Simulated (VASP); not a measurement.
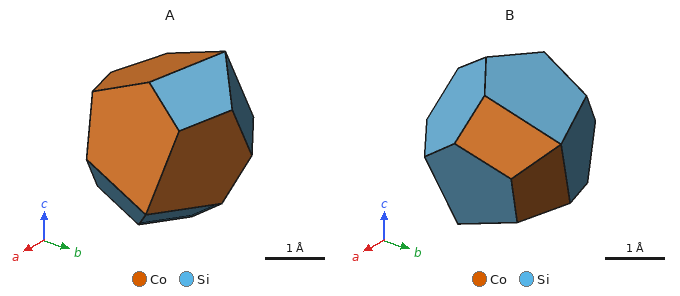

Computed Voronoi cells of the 2 sites of this structure, drawn to one scale and in one orientation; each face has the colour of the neighbour behind it.

CoSi, space group P2_13 (No. 198), a = 4.430 Å, b = 4.430 Å, c = 4.430 Å, α = 90.00°, β = 90.00°, γ = 90.00°

```tsv
site	Wyckoff	x	y	z
Co	4a	0.3548	0.1452	0.8548
Si	4a	0.6568	0.8432	0.1568
```

Origin: the geometry relaxed with VASP, VASP Kohn-Sham DFT of a periodic cell, PBE, VASP PAW PBE potentials, minimal, release 54.

Which cell belongs to which site?

A is Si (13 faces above 1 % of the solid angle, 10.9 Å³, mostly facing Co); B is Co (13 faces above 1 % of the solid angle, 10.8 Å³, mostly facing Si).
